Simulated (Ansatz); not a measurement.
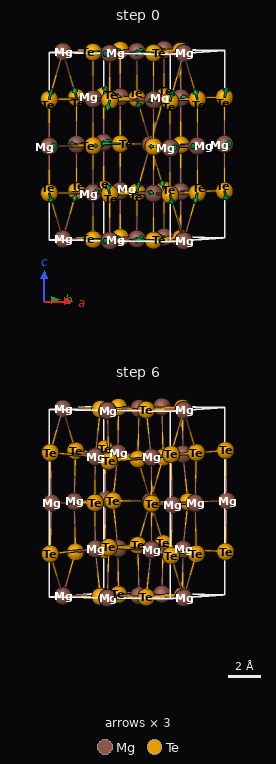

The structure of a defect cell of composition Mg7Te8 (started half-way along a vacancy jump, in the symmetry of that start) before (top) and after (bottom) a relaxation, at one scale. The green arrows give the displacements, 3 times their true length.

Style: ball-and-stick. Shown: the conventional cell (2 times the calculation's cell), from a free direction. Lengths and directions refer to the drawn axes.

Theory: Ansatz 0.2.0, DFT PBEsol, scalar-relativistic, plane waves, PAW.

The input:
```yaml
crystal:
  lattice:
    - [0.0, 5.9058590461, -5.9058590461]
    - [5.9058590461, 5.9058590461, 0.0]
    - [5.9058590461, 0.0, -5.9058590461]
  atoms:
    - { symbol: Mg, position: [0.0, 0.25, 0.0] }
    - { symbol: Mg, position: [0.5, 0.0, 0.0] }
    - { symbol: Mg, position: [0.5, 0.5, 0.0] }
    - { symbol: Mg, position: [0.0, 0.0, 0.5] }
    - { symbol: Mg, position: [0.0, 0.5, 0.5] }
    - { symbol: Mg, position: [0.5, 0.0, 0.5] }
    - { symbol: Mg, position: [0.5, 0.5, 0.5] }
    - { symbol: Te, position: [0.25, 0.75, 0.25] }
    - { symbol: Te, position: [0.25, 0.25, 0.25] }
    - { symbol: Te, position: [0.75, 0.75, 0.25] }
    - { symbol: Te, position: [0.75, 0.25, 0.25] }
    - { symbol: Te, position: [0.25, 0.75, 0.75] }
    - { symbol: Te, position: [0.25, 0.25, 0.75] }
    - { symbol: Te, position: [0.75, 0.75, 0.75] }
    - { symbol: Te, position: [0.75, 0.25, 0.75] }
basis:
  ecutwfc: 420
kpoints:
  mp_grid: { grid: [4, 4, 4] }
hamiltonian:
  xc: pbesol
scf:
  occupations: { method: gaussian, width: 0.05 }
output:
  forces: true
  stress: true
  eigenvalues: true
relax:
  adjacent_minimum: "off"
  f_tol: 0.02
  max_steps: 60
  escape_saddle: false
```

Run as
```bash
ansatz run input.yaml --threads 4 --pin off --max-ram 9216MiB --backend cpu --events-out ev --progress --plain --runs-dir out
```

> Summarise the run.

After 6 geometry steps the energy has fallen by 3.964 eV per cell of the calculation. Largest force component: 6.8 eV/Å at the start, 0.0054 eV/Å at the end. The largest moves, 0.50 Å, are those of Te11 and Te13. Te13 goes along −a. By element the largest moves are Te 0.50 Å, Mg 0.34 Å. The lattice vectors keep their values. Among the contacts that change: Te11–Te13 4.176 → 3.171 Å, Mg1–Te11 2.088 → 2.591 Å, Mg1–Te14 3.617 → 3.338 Å, Mg6–Te14 2.953 → 3.197 Å. Among the angles between lasting bonds that change: Te11–Mg6–Te13 90.0° → 66.4°, Mg6–Te11–Mg7 90.0° → 113.6°, Te10–Mg6–Te13 180.0° → 161.5°.

Limits of the set-up: the periodic images lie only 8.4 Å apart, so the values are limited by the cell's size.
